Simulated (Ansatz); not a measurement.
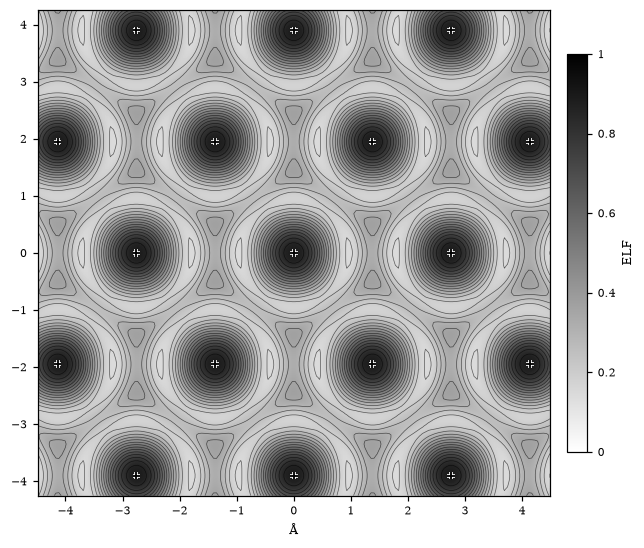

The electron localisation function on a plane through atoms (crosses mark nuclei in the plane).

Computed with DFT PBEsol, scalar-relativistic, plane waves, PAW in Ansatz.

Candidates:
A. Ag, a = 4.19 Å, b = 4.19 Å, c = 4.19 Å, α = 90.00°, β = 90.00°, γ = 90.00°. Space group Fm-3m; changed on purpose from its base cell (volume × 1.10); computed pressure about −9 GPa in this cell; computed without spin polarisation.
B. SnSe₂, a = 3.82 Å, b = 3.82 Å, c = 6.15 Å, α = 90.00°, β = 90.00°, γ = 120.00°. Space group P-3m1.
C. Fe, a = 2.76 Å, b = 2.76 Å, c = 2.76 Å, α = 90.00°, β = 90.00°, γ = 90.00°. Space group Im-3m; changed on purpose from its base cell (volume × 0.97); computed pressure about 8 GPa in this cell; spin-polarised.

Which system is this?

Candidate C: Fe on the (101) plane of the conventional cell, which holds Fe. Fe–Fe (2.39 Å): the ELF is about 0.25 at the midpoint (no localised pair shows between them).
